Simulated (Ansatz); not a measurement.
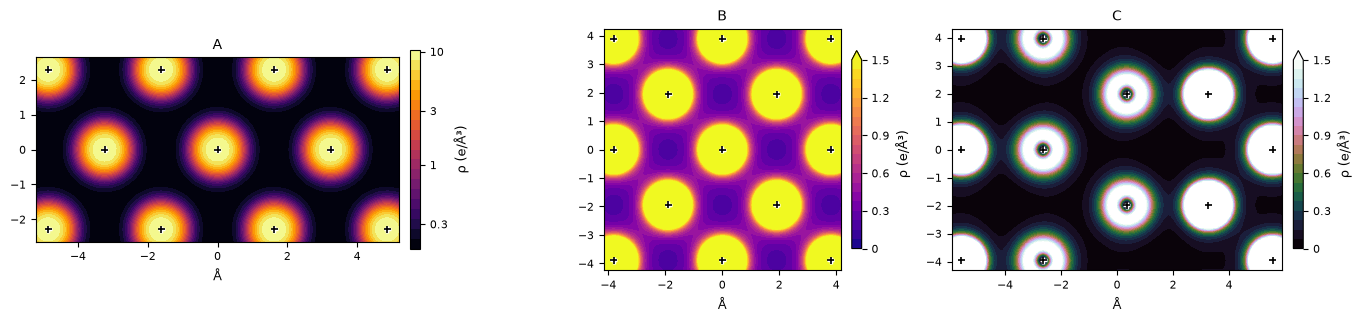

The valence pseudo-density of 3 systems, each on a plane through atoms (crosses mark nuclei in the plane).

Theory: DFT, PBEsol, PAW with Ansatz's default frozen-core files, scalar-relativistic in Ansatz.

System 1: AgCl, the (100) plane of the conventional cell. Space group Cmcm; a structure from a database of computed crystals, not necessarily the ambient phase; changed on purpose from its base cell (zz strain of +1 %, PAW files); computed pressure about −3 GPa in this cell.

```
CELL_PARAMETERS angstrom
3.74182 0.00000 0.00000
0.00000 11.11319 0.00000
0.00000 0.00000 3.96328
ATOMIC_POSITIONS crystal
Ag 0.00000 0.60344 0.75000
Ag 0.50000 0.10344 0.75000
Ag 0.00000 0.39656 0.25000
Ag 0.50000 0.89656 0.25000
Cl 0.00000 0.13455 0.25000
Cl 0.50000 0.63455 0.25000
Cl 0.00000 0.86545 0.75000
Cl 0.50000 0.36545 0.75000
```

System 2: Os, the (11̄0) plane of the conventional cell. Space group I4/mmm; changed on purpose from its base cell (zz strain of -2 %, PAW files); computed pressure about −13 GPa in this cell; computed without spin polarisation.

```
CELL_PARAMETERS angstrom
1.94500 -1.94500 0.00000
1.94500 1.94500 0.00000
0.00000 0.00000 3.81220
ATOMIC_POSITIONS crystal
Os 0.00000 0.00000 0.00000
Os 0.50000 0.50000 0.50000
```

System 3: Ti, the (011̄) plane of the conventional cell. Space group Im-3m; computed pressure about −3 GPa in this cell; computed without spin polarisation.

**Match each panel to its system.**

Panel A is system 3, Ti: the plane holds Ti. Ti–Ti (2.80 Å): ρ at the midpoint is about 0.2 e/Å³. Panel B is system 2, Os: the plane holds Os. Os–Os (2.72 Å): ρ is about 0.45 e/Å³ halfway. Panel C is system 1, AgCl: the plane holds Ag and Cl. Ag–Cl (2.91 Å): ρ is about 0.18 e/Å³ halfway.
